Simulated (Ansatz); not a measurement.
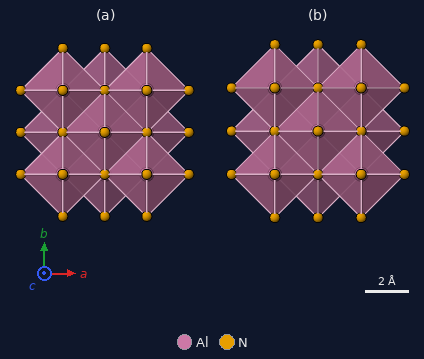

The structure of crystalline AlN (set up in Fm-3m) (coarse preliminary run) before (left) and after (right) a relaxation, at one scale.

Style: polyhedral. Shown: the conventional cell (4 times the calculation's cell), along the c axis. Lengths and directions refer to the drawn axes.

Level of theory: Ansatz 0.2.0, DFT PBE, scalar-relativistic, plane waves, PAW. Set-up: plane-wave cutoff 420 eV; k-point mesh 8 × 8 × 8; occupations gaussian; smearing width 0.1 eV; no spin polarisation; cell and atoms relaxed; force threshold 0.04 eV/Å; at most 70 steps.

Describe what moved and what it gained.

No atom moves by more than 0.005 Å relative to the cell. Cell: a = b = c 3.956 → 4.070 Å (+2.9 %). Volume +8.9 %. Some distances before and after: Al–N 1.978 → 2.035 Å. The space group stays Fm-3m (No. 225). Over 4 accepted moves (6 points after the start) the energy falls by 51.4 meV per atom. All forces vanish by symmetry, so only the cell relaxes. The pressure goes from 25.57 to 0.04 GPa. The SCF was repeated twice at an unchanged geometry on a basis and grid sized afresh for the cell, which shifted the energy by 3.7 meV per atom at most. Cost: 8.5 s on 1 thread of Intel(R) Xeon(R) Processor @ 2.70GHz, on a shared host, peak memory 0.29 GiB.
